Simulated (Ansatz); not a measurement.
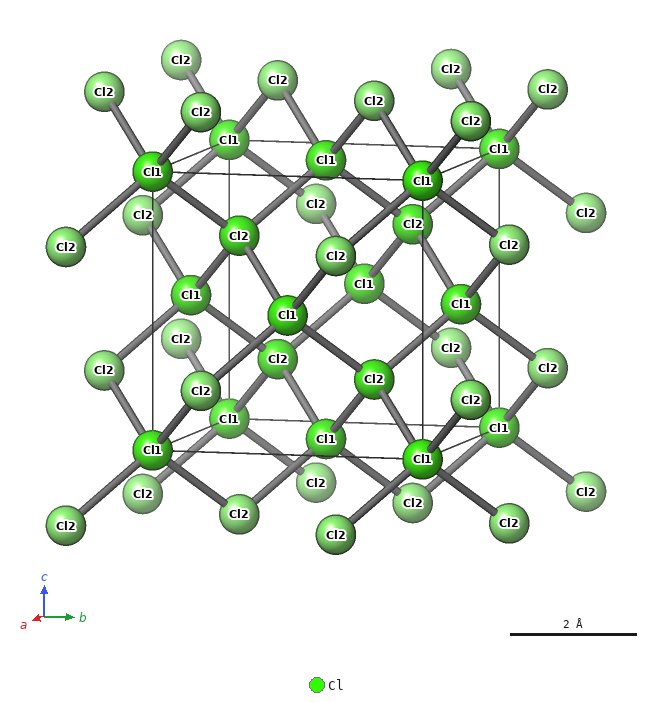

Figure 1. The input geometry (ball-and-stick view of the cell 4 times as large as that of the calculation, set on its symmetry axes, seen slightly off an axis; neighbours outside the cell are drawn fainter; atoms are numbered from 1 in the order of the input). An atom can appear more than once, as a periodic image. Near neighbours in the periodic cell (some may lie outside the picture): Cl has 4 Cl at 1.93 Å.

**Cl: geometry relaxation (part 1 of 3)**

System: Cl (Fd-3m, 2 atoms in the cell).
Method: DFT, PBE, PAW with Ansatz's earlier generated frozen-core files (soft_1), scalar-relativistic, PAW set soft_1, no spin polarisation (Ansatz 0.2.0).

The structure was built on a prototype by a generator; it need not be a known phase. It belongs to a series of runs on one base structure; here: cell and atoms relaxed from a first guess. Figures and captions count atoms from 1; the log counts them from 0 in places.

## Input
```yaml
crystal:
  lattice:
    - [0.0, 2.2322827293, 2.2322827293]
    - [2.2322827293, 0.0, 2.2322827293]
    - [2.2322827293, 2.2322827293, 0.0]
  atoms:
    - { symbol: Cl, position: [0.0, 0.0, 0.0] }
    - { symbol: Cl, position: [0.25, 0.25, 0.25] }
kpoints:
  mp_grid: { grid: [14, 14, 14] }
scf:
  occupations: { method: fermi_dirac, width: 0.08 }
hamiltonian:
  xc: pbe
  pseudopotentials: { kind: paw, azcp: { folder: soft_1 } }
output:
  forces: true
  stress: true
  write_density: true
  write_potential: true
  elf: true
  volumetric_format: npy
relax:
  f_tol: 0.005
  max_steps: 80
  cell: {}
```

Run on 1 thread of Intel Xeon (Granite Rapids), 12 GiB of memory available, shared host.

Run as:
```bash
ansatz run input.yaml --threads 1 --pin off --max-ram 2048MiB --backend cpu --events-out ev --progress --plain --runs-dir out
```

## Output
```
Engine: ansatz 0.2.0, x86_64-unknown-linux-gnu
Pseudopotentials: kind: paw
Pseudopotential: Cl, paw, valence charge 7, recommended cutoff 420 eV (normal), [file]
Functional definition: PBE
  parameter kappa = 0.804
  parameter beta = 0.06672455060314922
  exchange = pbe_x(kappa = kappa, mu = beta*pi^2/3)
  correlation = pbe_c(beta = beta)
Crystal: 2 atoms, lattice volume = 22.247 Å³
Basis set: ecut = 420 eV, 411 PW (Γ), exchange–correlation on 48×48×48 points (8 copies of the dense FFT grid, shifted against one another)
Bands: 11, of which v1, the nominal top of the filled ones, is band 7 counted from 1 (6 counted from 0)
Symmetry: 48 space group operations
Space group: Fd-3m (ITA 227), of the structure as read, at distance tolerance 2.8e-5 Å
k-points: 104 of 2744
Non-local potential: Cl, projectors of the file, l = 0: 2, l = 1: 2, l = 2: 1
PAW form: soft (Blöchl's): semilocal exchange-correlation on the pseudo side does not see the compensation charge
PAW one-centre angular grid: Cl, 110 points (default); XC on 64 Gauss nodes
Initial density: superposition of atomic densities (chi_scale 0.1, normalization cell)
Initial wavefunctions: pseudopotential atomic-orbital guess
Functional: x = pbe(κ = 0.804, μ = 0.2195149727645171), c = pbe(β = 0.06672455060314922)
SCF iter   1: F=—  HF=-2147.079933 eV  |F-HF|=—  |Δ(HF+E_count)|=         —  Δρ=2.45e-2  dr2=8.51e-2  ethr=3.10e-3  ⟨swp⟩=6.1  Hψ=8955  notcnv=0
preconditioner: auto → none  [metal: Δε(μ)=0.040 eV  Ē_g=16.376 eV  σ=0.080 eV  W_gap=0.12  n_scr=8 (ndim 8)  ℏωp=29.5 eV  f_vac=0.000  D(μ)=0.93/eV (n_scr^D=8)  sad-step TF]
SCF iter   2: F=—  HF=-2147.086169 eV  |F-HF|=—  |Δ(HF+E_count)|=   6.24e-3  Δρ=1.40e-2  dr2=3.09e-2  ethr=6.08e-4  ⟨swp⟩=1.0  Hψ=1980  notcnv=0
SCF iter   3: F=—  HF=-2147.083356 eV  |F-HF|=—  |Δ(HF+E_count)|=   2.81e-3  Δρ=1.18e-3  dr2=1.30e-4  ethr=2.21e-4  ⟨swp⟩=3.0  Hψ=2257  notcnv=0
SCF iter   4: F=—  HF=-2147.083474 eV  |F-HF|=—  |Δ(HF+E_count)|=   1.18e-4  Δρ=2.88e-4  dr2=8.78e-6  ethr=9.30e-7  ⟨swp⟩=2.8  Hψ=1886  notcnv=0
SCF iter   5: F=—  HF=-2147.083479 eV  |F-HF|=—  |Δ(HF+E_count)|=   4.85e-6  Δρ=2.01e-5  dr2=4.64e-8  ethr=7.14e-10  ⟨swp⟩=7.6  Hψ=7641  notcnv=0
SCF iter   6: F=-2147.083479 eV  HF=-2147.083479 eV  |F-HF|=3.92e-10  |Δ(HF+E_count)|=   2.83e-8  Δρ=3.61e-6  dr2=1.97e-9  ethr=3.31e-10  ⟨swp⟩=6.0  Hψ=6702  notcnv=0
SCF 1 converged in 6 iterations: F = -2147.083479 eV  dr2 = 1.97e-9
  greatest PAW one-centre occupation: 0.947 electrons in one spin orbital (limit 2), on the Cl atom at site 1 (counted from 0), in its partial waves of l = 0
relax step   1: F+E_penalty+E_count = -2147.08347926 eV  Δ(F+E_penalty+E_count) = +0.000e0 eV  max|allowed force component| = 5.551e-17 eV/Å  Δτ_max = 0.0000 Å  P = +163.261 GPa  Ω = 22.247 Å³  (6 SCF iters, dr2 threshold 1.00e-7 eV, accepted)
Crystal: 2 atoms, lattice volume = 25.662 Å³
Basis set: ecut = 420 eV, 531 PW (Γ), exchange–correlation on 48×48×48 points (8 copies of the dense FFT grid, shifted against one another)
Initial density: handed on by an earlier stage of this run
Initial wavefunctions: those handed on with the density
iter 1 solved again at ethr=2.38e-5 eV; its pass at ethr=3.10e-3 eV (dr2=3.34e-3 eV) is discarded
SCF iter   1: F=—  HF=-2150.021138 eV  |F-HF|=—  |Δ(HF+E_count)|=         —  Δρ=4.98e-3  dr2=3.22e-3  ethr=2.38e-5  ⟨swp⟩=1.5  Hψ=10692  notcnv=0
preconditioner: auto → none  [metal: Δε(μ)=0.057 eV  Ē_g=15.430 eV  σ=0.080 eV  W_gap=0.17  n_scr=8 (ndim 8)  ℏωp=27.4 eV  f_vac=0.000  D(μ)=1.24/eV (n_scr^D=14)]
SCF iter   2: F=—  HF=-2150.022642 eV  |F-HF|=—  |Δ(HF+E_count)|=   1.50e-3  Δρ=2.41e-3  dr2=5.76e-4  ethr=2.30e-5  ⟨swp⟩=1.0  Hψ=1144  notcnv=0
SCF iter   3: F=—  HF=-2150.023323 eV  |F-HF|=—  |Δ(HF+E_count)|=   6.80e-4  Δρ=2.24e-4  dr2=6.09e-6  ethr=4.12e-6  ⟨swp⟩=2.6  Hψ=1902  notcnv=0
SCF iter   4: F=—  HF=-2150.023327 eV  |F-HF|=—  |Δ(HF+E_count)|=   4.24e-6  Δρ=5.21e-5  dr2=3.04e-7  ethr=4.35e-8  ⟨swp⟩=2.9  Hψ=1985  notcnv=0
SCF iter   5: F=-2150.023327 eV  HF=-2150.023327 eV  |F-HF|=1.42e-9  |Δ(HF+E_count)|=   3.48e-8  Δρ=3.33e-6  dr2=1.45e-9  ethr=1.43e-9  ⟨swp⟩=8.9  Hψ=6891  notcnv=0
SCF 2 converged in 5 iterations: F = -2150.023327 eV  dr2 = 1.45e-9
relax step   2: F+E_penalty+E_count = -2150.02332692 eV  Δ(F+E_penalty+E_count) = -2.940e0 eV  max|allowed force component| = 5.181e-16 eV/Å  Δτ_max = 0.0000 Å  P = +116.040 GPa  Ω = 25.662 Å³  energy of the carried Pulay correction = -1.704e-3 eV  (5 SCF iters, dr2 threshold 2.00e-7 eV, accepted)
Crystal: 2 atoms, lattice volume = 29.508 Å³
Basis set: ecut = 420 eV, 561 PW (Γ), exchange–correlation on 48×48×48 points (8 copies of the dense FFT grid, shifted against one another)
iter 1 solved again at ethr=1.54e-5 eV; its pass at ethr=3.10e-3 eV (dr2=2.15e-3 eV) is discarded
SCF iter   1: F=—  HF=-2152.353685 eV  |F-HF|=—  |Δ(HF+E_count)|=         —  Δρ=3.53e-3  dr2=1.96e-3  ethr=1.54e-5  ⟨swp⟩=1.8  Hψ=10710  notcnv=0
preconditioner: auto → none  [metal: Δε(μ)=0.004 eV  Ē_g=14.731 eV  σ=0.080 eV  W_gap=0.01  n_scr=8 (ndim 8)  ℏωp=25.6 eV  f_vac=0.000  D(μ)=1.66/eV (n_scr^D=14)]
SCF iter   2: F=—  HF=-2152.354738 eV  |F-HF|=—  |Δ(HF+E_count)|=   1.05e-3  Δρ=1.76e-3  dr2=3.90e-4  ethr=1.40e-5  ⟨swp⟩=1.0  Hψ=1144  notcnv=0
SCF iter   3: F=—  HF=-2152.355189 eV  |F-HF|=—  |Δ(HF+E_count)|=   4.51e-4  Δρ=1.18e-4  dr2=1.65e-6  ethr=2.79e-6  ⟨swp⟩=2.5  Hψ=1873  notcnv=0
SCF iter   4: F=—  HF=-2152.355186 eV  |F-HF|=—  |Δ(HF+E_count)|=   3.29e-6  Δρ=1.23e-5  dr2=2.00e-8  ethr=1.18e-8  ⟨swp⟩=2.6  Hψ=1879  notcnv=0
iter 5 did not close the SCF: its close was put off for the readings that it lacked (scf_convergence_deferred on its scf_iter line)
SCF iter   5: F=-2152.355186 eV  HF=-2152.355186 eV  |F-HF|=1.86e-11  |Δ(HF+E_count)|=   2.95e-8  Δρ=9.27e-7  dr2=1.32e-10  ethr=1.43e-10  ⟨swp⟩=2.1  Hψ=1892  notcnv=0
SCF iter   6: F=-2152.355186 eV  HF=-2152.355186 eV  |F-HF|=4.55e-13  |Δ(HF+E_count)|=  5.68e-11  Δρ=1.35e-7  dr2=3.86e-12  ethr=1.00e-12  ⟨swp⟩=4.7  Hψ=5817  notcnv=0
SCF 3 converged in 6 iterations: F = -2152.355186 eV  dr2 = 3.86e-12
  greatest PAW one-centre occupation: 0.946 electrons in one spin orbital (limit 2), on the Cl atom at site 1 (counted from 0), in its partial waves of l = 0
relax step   3: F+E_penalty+E_count = -2152.35518569 eV  Δ(F+E_penalty+E_count) = -2.332e0 eV  max|allowed force component| = 3.331e-16 eV/Å  Δτ_max = 0.0000 Å  P = +80.734 GPa  Ω = 29.508 Å³  energy of the carried Pulay correction = -3.356e-3 eV  (6 SCF iters, dr2 threshold 2.00e-7 eV, accepted)
Crystal: 2 atoms, lattice volume = 33.613 Å³
Basis set: ecut = 420 eV, 645 PW (Γ), exchange–correlation on 48×48×48 points (8 copies of the dense FFT grid, shifted against one another)
iter 1 solved again at ethr=3.02e-5 eV; its pass at ethr=3.10e-3 eV (dr2=4.23e-3 eV) is discarded
SCF iter   1: F=—  HF=-2154.071740 eV  |F-HF|=—  |Δ(HF+E_count)|=         —  Δρ=4.06e-3  dr2=3.71e-3  ethr=3.02e-5  ⟨swp⟩=1.9  Hψ=10405  notcnv=0
preconditioner: auto → none  [metal: Δε(μ)=0.057 eV  Ē_g=14.192 eV  σ=0.080 eV  W_gap=0.18  n_scr=8 (ndim 8)  ℏωp=24.0 eV  f_vac=0.003  D(μ)=1.80/eV (n_scr^D=14)]
SCF iter   2: F=—  HF=-2154.071642 eV  |F-HF|=—  |Δ(HF+E_count)|=   9.77e-5  Δρ=1.85e-3  dr2=5.93e-4  ethr=2.65e-5  ⟨swp⟩=2.0  Hψ=1657  notcnv=0
SCF iter   3: F=—  HF=-2154.071825 eV  |F-HF|=—  |Δ(HF+E_count)|=   1.83e-4  Δρ=2.13e-4  dr2=6.05e-6  ethr=4.24e-6  ⟨swp⟩=2.0  Hψ=1887  notcnv=0
SCF iter   4: F=—  HF=-2154.071797 eV  |F-HF|=—  |Δ(HF+E_count)|=   2.78e-5  Δρ=1.36e-5  dr2=3.03e-8  ethr=4.32e-8  ⟨swp⟩=2.4  Hψ=1975  notcnv=0
iter 5 did not close the SCF: its close was put off for the readings that it lacked (scf_convergence_deferred on its scf_iter line)
SCF iter   5: F=-2154.071797 eV  HF=-2154.071797 eV  |F-HF|=8.82e-11  |Δ(HF+E_count)|=   4.77e-8  Δρ=1.52e-6  dr2=4.53e-10  ethr=2.16e-10  ⟨swp⟩=2.6  Hψ=1971  notcnv=0
SCF iter   6: F=-2154.071797 eV  HF=-2154.071797 eV  |F-HF|=1.36e-12  |Δ(HF+E_count)|=  2.43e-10  Δρ=6.71e-8  dr2=1.29e-12  ethr=3.24e-12  ⟨swp⟩=4.9  Hψ=5926  notcnv=0
SCF 4 converged in 6 iterations: F = -2154.071797 eV  dr2 = 1.29e-12
  greatest PAW one-centre occupation: 0.943 electrons in one spin orbital (limit 2), on the Cl atom at site 1 (counted from 0), in its partial waves of l = 0
relax step   4: F+E_penalty+E_count = -2154.07179677 eV  Δ(F+E_penalty+E_count) = -1.717e0 eV  max|allowed force component| = 3.192e-16 eV/Å  Δτ_max = 0.0000 Å  P = +54.980 GPa  Ω = 33.613 Å³  energy of the carried Pulay correction = -4.874e-3 eV  (6 SCF iters, dr2 threshold 2.00e-7 eV, accepted)
Crystal: 2 atoms, lattice volume = 38.082 Å³
Basis set: ecut = 420 eV, 725 PW (Γ), exchange–correlation on 48×48×48 points (8 copies of the dense FFT grid, shifted against one another)
iter 1 solved again at ethr=4.49e-5 eV; its pass at ethr=3.10e-3 eV (dr2=6.28e-3 eV) is discarded
SCF iter   1: F=—  HF=-2155.321626 eV  |F-HF|=—  |Δ(HF+E_count)|=         —  Δρ=4.29e-3  dr2=5.63e-3  ethr=4.49e-5  ⟨swp⟩=1.6  Hψ=10198  notcnv=0
preconditioner: auto → LDOS  [metal: Δε(μ)=0.030 eV  Ē_g=13.770 eV  σ=0.080 eV  W_gap=0.09  n_scr=8 (ndim 8)  ℏωp=22.5 eV  f_vac=0.027  D(μ)=2.01/eV (n_scr^D=14)  β→1.0]
SCF iter   2: F=—  HF=-2155.320464 eV  |F-HF|=—  |Δ(HF+E_count)|=   1.16e-3  Δρ=8.16e-4  dr2=1.74e-4  ethr=4.02e-5  ⟨swp⟩=2.7  Hψ=1899  notcnv=0
SCF iter   3: F=—  HF=-2155.320574 eV  |F-HF|=—  |Δ(HF+E_count)|=   1.10e-4  Δρ=1.85e-4  dr2=1.80e-5  ethr=1.24e-6  ⟨swp⟩=2.0  Hψ=1883  notcnv=0
SCF iter   4: F=-2155.320571 eV  HF=-2155.320571 eV  |F-HF|=9.21e-8  |Δ(HF+E_count)|=   3.01e-6  Δρ=2.85e-5  dr2=1.55e-7  ethr=1.43e-9  ⟨swp⟩=8.2  Hψ=8389  notcnv=0
SCF 5 converged in 4 iterations: F = -2155.320571 eV  dr2 = 1.55e-7
  greatest PAW one-centre occupation: 0.939 electrons in one spin orbital (limit 2), on the Cl atom at site 1 (counted from 0), in its partial waves of l = 0
relax step   5: F+E_penalty+E_count = -2155.32057084 eV  Δ(F+E_penalty+E_count) = -1.249e0 eV  max|allowed force component| = 1.203e-16 eV/Å  Δτ_max = 0.0000 Å  P = +35.950 GPa  Ω = 38.082 Å³  energy of the carried Pulay correction = -6.300e-3 eV  (4 SCF iters, dr2 threshold 2.00e-7 eV, accepted)
Crystal: 2 atoms, lattice volume = 43.059 Å³
Basis set: ecut = 420 eV, 869 PW (Γ), exchange–correlation on 48×48×48 points (8 copies of the dense FFT grid, shifted against one another)
iter 1 solved again at ethr=4.70e-5 eV; its pass at ethr=3.10e-3 eV (dr2=6.58e-3 eV) is discarded
SCF iter   1: F=—  HF=-2156.205859 eV  |F-HF|=—  |Δ(HF+E_count)|=         —  Δρ=4.01e-3  dr2=6.18e-3  ethr=4.70e-5  ⟨swp⟩=1.1  Hψ=10013  notcnv=0
preconditioner: auto → LDOS  [metal: Δε(μ)=0.032 eV  Ē_g=13.417 eV  σ=0.080 eV  W_gap=0.10  n_scr=14 (ndim 8)  ℏωp=21.2 eV  f_vac=0.075  D(μ)=2.41/eV (n_scr^D=14)  β→1.0]
SCF iter   2: F=—  HF=-2156.204179 eV  |F-HF|=—  |Δ(HF+E_count)|=   1.68e-3  Δρ=8.31e-4  dr2=1.86e-4  ethr=4.41e-5  ⟨swp⟩=2.3  Hψ=1800  notcnv=0
SCF iter   3: F=—  HF=-2156.204335 eV  |F-HF|=—  |Δ(HF+E_count)|=   1.57e-4  Δρ=1.74e-4  dr2=1.93e-5  ethr=1.33e-6  ⟨swp⟩=2.0  Hψ=1884  notcnv=0
SCF iter   4: F=-2156.204332 eV  HF=-2156.204332 eV  |F-HF|=1.16e-7  |Δ(HF+E_count)|=   3.47e-6  Δρ=2.30e-5  dr2=1.03e-7  ethr=1.43e-9  ⟨swp⟩=8.1  Hψ=8341  notcnv=0
SCF 6 converged in 4 iterations: F = -2156.204332 eV  dr2 = 1.03e-7
  greatest PAW one-centre occupation: 0.935 electrons in one spin orbital (limit 2), on the Cl atom at site 1 (counted from 0), in its partial waves of l = 0
relax step   6: F+E_penalty+E_count = -2156.20433191 eV  Δ(F+E_penalty+E_count) = -8.838e-1 eV  max|allowed force component| = 1.018e-16 eV/Å  Δτ_max = 0.0000 Å  P = +22.038 GPa  Ω = 43.059 Å³  energy of the carried Pulay correction = -7.668e-3 eV  (4 SCF iters, dr2 threshold 2.00e-7 eV, accepted)
Crystal: 2 atoms, lattice volume = 48.453 Å³
Basis set: ecut = 420 eV, 941 PW (Γ), exchange–correlation on 48×48×48 points (8 copies of the dense FFT grid, shifted against one another)
iter 1 solved again at ethr=4.07e-5 eV; its pass at ethr=3.10e-3 eV (dr2=5.69e-3 eV) is discarded
SCF iter   1: F=—  HF=-2156.770576 eV  |F-HF|=—  |Δ(HF+E_count)|=         —  Δρ=3.40e-3  dr2=5.44e-3  ethr=4.07e-5  ⟨swp⟩=1.0  Hψ=9883  notcnv=0
preconditioner: auto → LDOS  [metal: Δε(μ)=0.022 eV  Ē_g=13.119 eV  σ=0.080 eV  W_gap=0.07  n_scr=14 (ndim 8)  ℏωp=20.0 eV  f_vac=0.125  D(μ)=2.98/eV (n_scr^D=26)  β→1.0]
SCF iter   2: F=—  HF=-2156.768844 eV  |F-HF|=—  |Δ(HF+E_count)|=   1.73e-3  Δρ=7.80e-4  dr2=1.97e-4  ethr=3.89e-5  ⟨swp⟩=2.3  Hψ=1824  notcnv=0
SCF iter   3: F=—  HF=-2156.769101 eV  |F-HF|=—  |Δ(HF+E_count)|=   2.56e-4  Δρ=1.68e-4  dr2=2.01e-5  ethr=1.41e-6  ⟨swp⟩=2.0  Hψ=1883  notcnv=0
SCF iter   4: F=-2156.769097 eV  HF=-2156.769097 eV  |F-HF|=9.13e-8  |Δ(HF+E_count)|=   3.75e-6  Δρ=1.62e-5  dr2=5.00e-8  ethr=1.43e-9  ⟨swp⟩=7.9  Hψ=8288  notcnv=0
SCF 7 converged in 4 iterations: F = -2156.769097 eV  dr2 = 5.00e-8
  greatest PAW one-centre occupation: 0.930 electrons in one spin orbital (limit 2), on the Cl atom at site 1 (counted from 0), in its partial waves of l = 0
relax step   7: F+E_penalty+E_count = -2156.76909691 eV  Δ(F+E_penalty+E_count) = -5.648e-1 eV  max|allowed force component| = 7.170e-17 eV/Å  Δτ_max = 0.0000 Å  P = +12.296 GPa  Ω = 48.453 Å³  energy of the carried Pulay correction = -8.946e-3 eV  (4 SCF iters, dr2 threshold 2.00e-7 eV, accepted)
Crystal: 2 atoms, lattice volume = 54.279 Å³
Basis set: ecut = 420 eV, 1067 PW (Γ), exchange–correlation on 48×48×48 points (8 copies of the dense FFT grid, shifted against one another)
iter 1 solved again at ethr=3.30e-5 eV; its pass at ethr=3.10e-3 eV (dr2=4.62e-3 eV) is discarded
```
